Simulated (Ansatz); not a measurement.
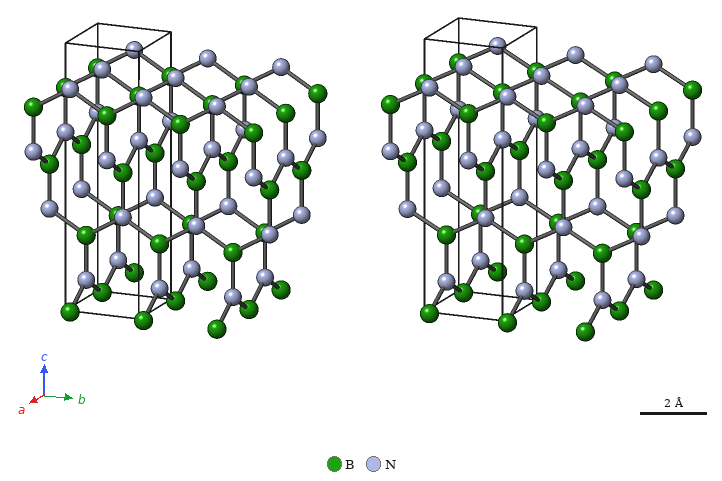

Two geometries of solid BN (a generated structure, set up in I4_1md) (coarse preliminary run), drawn at one scale. One is the start of a relaxation, the other its converged end. Style: ball-and-stick. Shown: the conventional cell (2 times the calculation's cell), repeated 2 × 3 × 1 with one cell outlined, slightly off an axis. Lengths and directions refer to the drawn axes.

Theory: DFT PBE, scalar-relativistic, plane waves, PAW (Ansatz). (plane-wave cutoff 420 eV; k-point mesh 10 × 10 × 10; occupations gaussian; smearing width 0.1 eV; no spin polarisation; cell and atoms relaxed; force threshold 0.04 eV/Å; at most 70 steps)

Which of the two is the end point?

Answer. The right one is the relaxed one. After 6 accepted moves (8 points after the start) the energy has fallen by 0.576 eV per cell of the calculation. Largest force component: 1.2 eV/Å at the start, 0.0062 eV/Å at the end. The pressure goes from 47.16 to 0.24 GPa. The SCF was repeated twice at an unchanged geometry on a basis and grid sized afresh for the cell, which shifted the energy by 37.7 meV per cell of the calculation at most. The largest moves relative to the cell, 0.021 Å, are those of B and N atoms. By element the largest moves are N 0.021 Å, B 0.021 Å. The volume changes by +15.1 %, with a = b 2.461 → 2.614 Å (+6.2 %), c 8.525 → 8.694 Å (+2.0 %). Among the contacts that change: B–N 1.421 → 1.491 Å. Among the angles between lasting bonds that change: N–B–N 120.0° → 124.9°, B–N–B 120.0° → 124.9°, N–B–N 120.0° → 117.6°. The space group stays I4_1md (No. 109).
